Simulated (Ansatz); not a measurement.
# Single-point calculation of Mo (part 2 of 2)

Continued. System: Mo (slab, 18 atoms in the cell). Method: DFT PBE, scalar-relativistic, plane waves, PAW, no spin polarisation (Ansatz 0.2.0); cutoff 420 eV, 7×5×1 k-mesh, Gaussian smearing of 0.1 eV. The structure derives from an entry of the Crystallography Open Database. It belongs to a series of runs on one base structure; here: the film alone at its places in the stack.

Geometry of the input (Å; fractional positions):
```
5.4698  0.0000  0.0000
-2.7349  8.2046  0.0000
0.0000  0.0000  28.9273
Mo 0.0442  0.0842  0.5720
Mo 0.5543  0.0819  0.5731
Mo 0.2055  0.7507  0.5742
Mo 0.6959  0.7512  0.5703
Mo 0.8948  0.4149  0.5701
Mo 0.3868  0.4151  0.5754
Mo 0.9672  0.2492  0.6469
Mo 0.4692  0.2456  0.6477
Mo 0.1254  0.9190  0.6475
Mo 0.6283  0.9162  0.6468
Mo 0.7970  0.5823  0.6476
Mo 0.2964  0.5830  0.6500
Mo 0.8770  0.4152  0.7193
Mo 0.3767  0.4169  0.7190
Mo 0.0473  0.0824  0.7185
Mo 0.5474  0.0841  0.7183
Mo 0.7170  0.7505  0.7191
Mo 0.2154  0.7487  0.7187
```

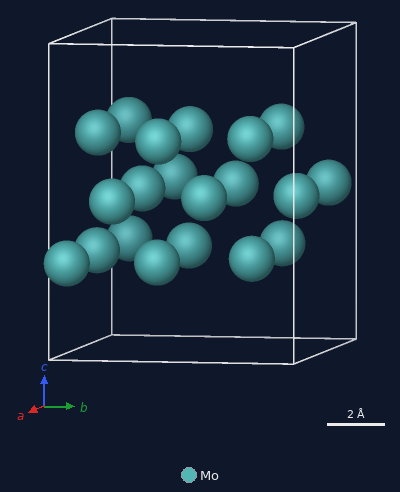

The input geometry (spheres-only view of the cell of the calculation, with the vacuum cut short, seen slightly off an axis). An atom can appear more than once, as a periodic image.

Output, continued
```
  k-point 0: bands = ["-60.2330", "-60.1488", "-60.1440", "-60.0649", "-60.0505", "-60.0464", "-59.9548", "-59.9123", "-59.9076", "-59.8837", "-59.8633", "-59.8580", "-59.8321", "-59.8019", "-59.7974", "-59.7928", "-59.7516", "-59.7489", "-34.8798", "-34.7569", "-34.7469", "-34.7150", "-34.6869", "-34.6451", "-34.6416", "-34.5915", "-34.5862", "-34.5015", "-34.4980", "-34.4798", "-34.4681", "-34.3979", "-34.2946", "-34.2802", "-34.1903", "-34.1851", "-34.1068", "-34.1002", "-34.0926", "-34.0888", "-34.0740", "-34.0612", "-34.0376", "-33.9924", "-33.9825", "-33.9428", "-33.9360", "-33.9335", "-33.9132", "-33.8998", "-33.8965", "-33.7671", "-33.7584", "-33.7286", "-33.7266", "-33.7222", "-33.6745", "-33.6595", "-33.6405", "-33.6378", "-33.6353", "-33.6109", "-33.6025", "-33.5865", "-33.5208", "-33.4832", "-33.4529", "-33.4442", "-33.4250", "-33.3966", "-33.3950", "-33.3926", "-5.2470", "-3.8035", "-3.6047", "-3.5872", "-3.5700", "-3.5321", "-3.3741", "-3.2255", "-3.2109", "-3.1662", "-3.1428", "-3.0334", "-2.9934", "-2.7818", "-2.7569", "-2.5132", "-2.4929", "-2.2065", "-2.1385", "-2.0127", "-1.9750", "-1.8064", "-1.7986", "-1.7219", "-1.6759", "-1.6615", "-1.6562", "-1.6219", "-1.5344", "-1.4948", "-1.4358", "-1.2518", "-1.0807", "-1.0472", "-1.0287", "-0.5616", "-0.5428", "-0.4809", "-0.1869", "-0.0975", "0.1085", "0.1195", "0.1518", "0.3258", "0.3436", "0.4066", "0.6267", "0.6544", "0.9410", "0.9984", "1.0242", "1.1898", "1.4707", "1.5071", "1.6338", "1.6366", "2.0288", "2.0544", "2.1059", "2.1399", "2.1518", "2.2142", "2.2236", "2.2769", "2.3086", "2.3509", "2.4155", "2.4287", "2.4533", "2.4908", "2.4966", "2.5422", "2.6807", "2.6950", "2.7017", "2.7611", "2.8543", "2.8666", "2.8960", "2.9060"]
  k-point 1: bands = ["-60.2283", "-60.1701", "-60.1272", "-60.0641", "-60.0534", "-60.0443", "-59.9521", "-59.9211", "-59.9019", "-59.8824", "-59.8672", "-59.8553", "-59.8299", "-59.8052", "-59.7985", "-59.7876", "-59.7640", "-59.7395", "-34.8705", "-34.7726", "-34.7616", "-34.7385", "-34.7031", "-34.6649", "-34.6065", "-34.6006", "-34.5348", "-34.5272", "-34.4924", "-34.4632", "-34.4384", "-34.3975", "-34.3365", "-34.2363", "-34.2238", "-34.1805", "-34.1787", "-34.1528", "-34.0984", "-34.0688", "-34.0321", "-34.0198", "-34.0095", "-33.9801", "-33.9587", "-33.9480", "-33.9418", "-33.9196", "-33.9002", "-33.8840", "-33.8656", "-33.7965", "-33.7831", "-33.7384", "-33.7273", "-33.7029", "-33.6932", "-33.6721", "-33.6515", "-33.6314", "-33.6217", "-33.6188", "-33.5991", "-33.5706", "-33.5394", "-33.4970", "-33.4590", "-33.4408", "-33.4265", "-33.4004", "-33.3953", "-33.3927", "-5.1258", "-3.8296", "-3.6971", "-3.5611", "-3.5416", "-3.4864", "-3.4421", "-3.3589", "-3.3092", "-3.1912", "-3.0930", "-2.9983", "-2.8706", "-2.7859", "-2.6333", "-2.4099", "-2.3967", "-2.2271", "-2.1941", "-2.0250", "-2.0041", "-1.9367", "-1.8629", "-1.7958", "-1.7382", "-1.6234", "-1.6081", "-1.5568", "-1.5310", "-1.3620", "-1.2678", "-1.1698", "-1.0827", "-1.0398", "-0.8974", "-0.6443", "-0.5630", "-0.5028", "-0.2862", "-0.1650", "-0.1403", "-0.0448", "0.1982", "0.2749", "0.4302", "0.5086", "0.5333", "0.5987", "0.6473", "0.7400", "0.9467", "1.2672", "1.4019", "1.5665", "1.6061", "1.6629", "1.7401", "1.7834", "1.8553", "1.9487", "2.0768", "2.1664", "2.2256", "2.2798", "2.3780", "2.3901", "2.4046", "2.4456", "2.4956", "2.5352", "2.5981", "2.6243", "2.6547", "2.6730", "2.7740", "2.8141", "2.8353", "2.8493", "2.8814", "2.9542"]
  k-point 2: bands = ["-60.2151", "-60.1936", "-60.1166", "-60.0619", "-60.0575", "-60.0424", "-59.9446", "-59.9329", "-59.8981", "-59.8787", "-59.8729", "-59.8529", "-59.8239", "-59.8147", "-59.7906", "-59.7838", "-59.7778", "-59.7337", "-34.8451", "-34.8092", "-34.7812", "-34.7784", "-34.6817", "-34.6592", "-34.6270", "-34.6090", "-34.5679", "-34.4900", "-34.4309", "-34.4236", "-34.3984", "-34.3956", "-34.3695", "-34.2815", "-34.2503", "-34.2303", "-34.1837", "-34.1334", "-34.1205", "-34.0847", "-34.0352", "-33.9824", "-33.9667", "-33.9584", "-33.9463", "-33.9342", "-33.9019", "-33.8935", "-33.8815", "-33.8325", "-33.8289", "-33.8192", "-33.8002", "-33.7873", "-33.7685", "-33.7207", "-33.6913", "-33.6751", "-33.6545", "-33.6301", "-33.6204", "-33.6091", "-33.5891", "-33.5782", "-33.5495", "-33.5320", "-33.4655", "-33.4401", "-33.4262", "-33.4034", "-33.4003", "-33.3918", "-4.7853", "-4.3009", "-3.7756", "-3.5656", "-3.4635", "-3.3679", "-3.3014", "-3.2718", "-3.2153", "-3.1570", "-3.1298", "-2.9877", "-2.9599", "-2.8663", "-2.8528", "-2.4400", "-2.3557", "-2.1792", "-2.0748", "-1.9496", "-1.9134", "-1.8811", "-1.8514", "-1.8013", "-1.7027", "-1.6579", "-1.6281", "-1.5267", "-1.5095", "-1.1942", "-1.0856", "-1.0726", "-0.9858", "-0.9159", "-0.8650", "-0.8206", "-0.8088", "-0.6362", "-0.5544", "-0.3545", "-0.3017", "-0.1176", "0.2028", "0.2156", "0.3959", "0.4558", "0.4866", "0.6182", "0.6661", "0.7283", "0.9745", "1.0035", "1.1625", "1.3849", "1.4025", "1.4353", "1.4803", "1.5691", "1.6397", "1.7924", "1.9622", "2.1378", "2.1975", "2.2803", "2.3524", "2.3671", "2.4619", "2.4825", "2.5033", "2.5780", "2.6044", "2.6666", "2.6804", "2.6855", "2.7286", "2.7554", "2.7752", "2.7974", "2.8900", "3.1518"]
  k-point 17: bands = ["-60.1754", "-60.1244", "-60.1187", "-60.1066", "-60.1027", "-60.0628", "-59.9160", "-59.8977", "-59.8762", "-59.8584", "-59.8458", "-59.8413", "-59.8356", "-59.8307", "-59.8186", "-59.8080", "-59.7913", "-59.7870", "-34.6469", "-34.6295", "-34.6177", "-34.6064", "-34.5729", "-34.5602", "-34.5424", "-34.5167", "-34.5041", "-34.4649", "-34.4403", "-34.3865", "-34.3207", "-34.2753", "-34.2613", "-34.1767", "-34.1308", "-34.0935", "-34.0833", "-34.0673", "-34.0533", "-34.0389", "-34.0340", "-34.0290", "-34.0088", "-33.9914", "-33.9877", "-33.9789", "-33.9697", "-33.9547", "-33.9488", "-33.9274", "-33.8776", "-33.8503", "-33.8439", "-33.8158", "-33.8025", "-33.7941", "-33.7878", "-33.7466", "-33.7271", "-33.7174", "-33.6926", "-33.6756", "-33.6665", "-33.6462", "-33.6406", "-33.6245", "-33.6100", "-33.5845", "-33.5755", "-33.5511", "-33.5278", "-33.4944", "-4.1427", "-3.3985", "-3.2428", "-2.8986", "-2.7831", "-2.7237", "-2.7050", "-2.6845", "-2.6811", "-2.6181", "-2.6030", "-2.4849", "-2.4309", "-2.3743", "-2.3293", "-2.1815", "-2.0608", "-2.0112", "-1.9099", "-1.7346", "-1.6302", "-1.5752", "-1.5579", "-1.5520", "-1.4880", "-1.4648", "-1.3775", "-1.2870", "-1.2521", "-1.2190", "-0.9589", "-0.9040", "-0.8530", "-0.6116", "-0.5162", "-0.4263", "-0.3988", "-0.3739", "-0.2897", "-0.2353", "-0.1584", "-0.0953", "-0.0469", "0.0262", "0.0421", "0.1861", "0.2034", "0.2431", "0.2820", "0.3272", "0.3880", "0.5077", "0.6420", "0.6941", "0.8073", "0.8380", "0.8596", "0.9391", "0.9607", "1.2322", "1.2442", "1.2875", "1.3990", "1.4926", "1.6255", "1.7466", "1.8010", "1.9384", "1.9484", "1.9784", "2.1191", "2.1966", "2.2462", "2.2920", "2.3654", "2.4994", "2.5145", "2.5437", "2.6843", "2.7510"]
```

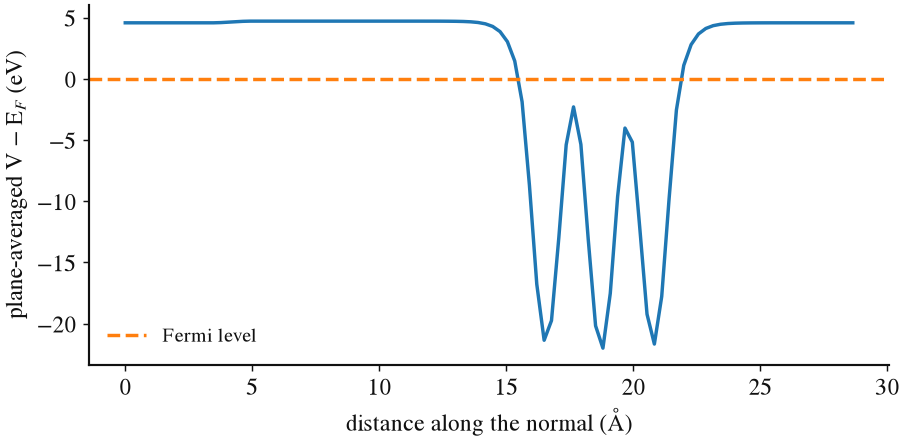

Plane average of the electrostatic potential energy of an electron across the cell, from the Fermi level. The vacuum level lies 4.58 eV above the Fermi level on the upper side and 4.71 eV on the lower.

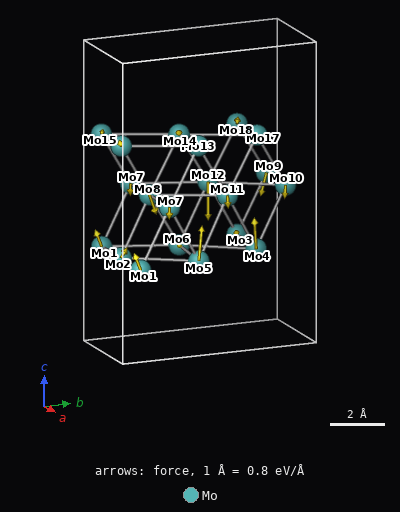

Forces on the atoms as yellow arrows (ball-and-stick view of the cell of the calculation, with the vacuum cut short, seen slightly off an axis; atoms are numbered from 1 in the order of the input); the smallest are left out. The largest act on Mo12 (1.18 eV/Å); Mo5 (1.08 eV/Å); Mo4 (1.05 eV/Å); Mo9 (0.75 eV/Å), among others. The geometry is not a stationary point of this energy.

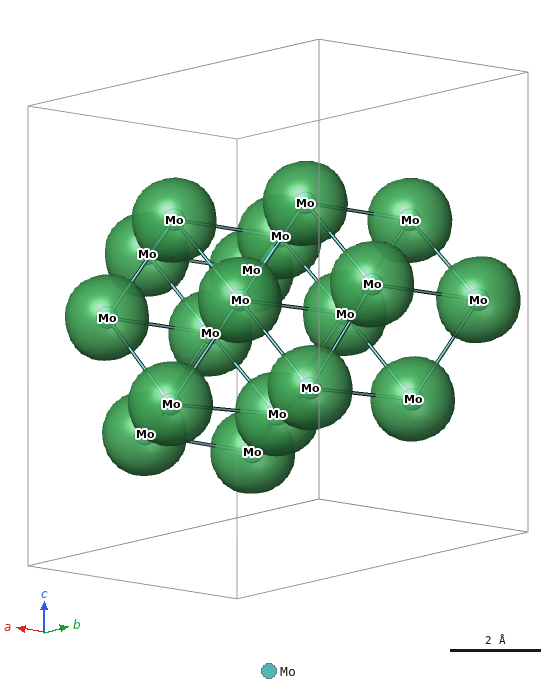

Isosurface of the valence electron density at 0.8 e/Å³ (green), seen at an oblique angle. Sticks mark near contacts. At this value the density breaks into separate islands; it holds about 70 % of the electrons treated as valence (semicore included). It is pinched off along the Mo–Mo (2.57 Å), Mo–Mo (2.64 Å), Mo–Mo (2.68 Å) and Mo–Mo (2.72 Å) contacts. On the grid the lowest density along these lines, outside the cores, is 0.52 e/Å³ (Mo–Mo, 2.57 Å), 0.46 e/Å³ (Mo–Mo, 2.64 Å), 0.42 e/Å³ (Mo–Mo, 2.68 Å) and 0.39 e/Å³ (Mo–Mo, 2.72 Å). The fields are those of the smooth PAW valence density.

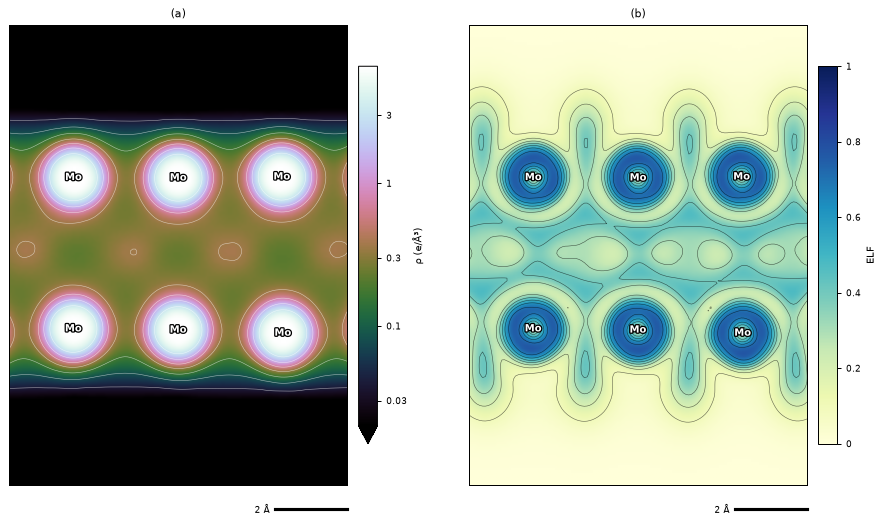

(a) valence charge density (pseudo); (b) ELF on the (11̄0) plane of the calculation cell, a cut from vacuum to vacuum. Mo–Mo (2.86 Å): ρ is about 0.32 e/Å³ halfway; the ELF is about 0.30 at the midpoint; no localised pair between them. Mo–Mo (2.90 Å): the density is about 0.3 e/Å³ at the midpoint; the ELF is about 0.30 at the midpoint; no localised pair between them. The density dies away to nearly zero in the vacuum. The strong features right at Mo lie inside the PAW spheres (semicore, d or f shells) and say nothing about bonding.

Key numbers

- outcome: converged
- electrons treated: 252
- free energy: −89190.9544 eV
- work function, top face: 4.58 eV
- work function, bottom face: 4.71 eV
- Fermi energy: 1.001 eV
- gap on the k-point mesh: none (metallic)
- work function (upper face): 4.58 eV
- largest force (length of the vector): 1.181 eV/Å
- wall time: 2 min (CPU time 15 min)
- peak memory: 7.4 GiB

Warnings of the run: the exchange-correlation potential is rough where the density is thin.
